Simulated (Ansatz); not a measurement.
GaP

The calculation's input:

```
crystal:
  lattice:
    - [3.186435077, 0.0, 0.0]
    - [0.0, 3.186435077, 0.0]
    - [0.0, 0.0, 3.186435077]
  atoms:
    - { symbol: Ga, position: [0.0, 0.0, 0.0] }
    - { symbol: P, position: [0.5, 0.5, 0.5] }
kpoints:
  mp_grid: { grid: [6, 6, 6] }
hamiltonian:
  xc: pbesol
scf:
  occupations: { method: fermi_dirac, width: 0.02 }
  n_extra_bands: 4
output:
  forces: true
  stress: true
  eigenvalues: true
  write_density: true
  write_potential: true
  elf: true
  volumetric_format: npy
```

Run with:

```sh
ansatz run input.yaml --threads 4 --pin off --max-ram 3686MiB --backend cpu --events-out ev --progress --plain --runs-dir out
```

Below, planes, directions and counts refer to the conventional cell (a = 3.19 Å, b = 3.19 Å, c = 3.19 Å, α = 90.00°, β = 90.00°, γ = 90.00°).

Space group Pm-3m; started from the CsCl prototype, which need not be the ambient phase.

Theory: Ansatz 0.2.0, DFT, PBEsol, plane waves, PAW.

### Predict the valence pseudo-density and electron localisation function between the atoms.

Ga–P (2.76 Å): the density is about 0.26 e/Å³ at the midpoint; the ELF peaks at about 0.85 in the valence shell of P, 0.8 Å from its nucleus, and drops to about 0.25 between the two atoms.

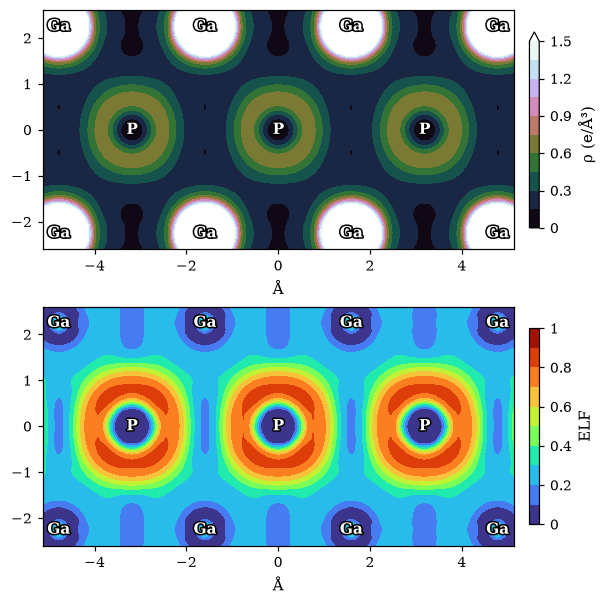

Computed valence pseudo-density and electron localisation function on the (011) plane of the conventional cell, in this order. 

Core electrons are frozen (PAW), and the valence fields are smoothed inside the atomic spheres.
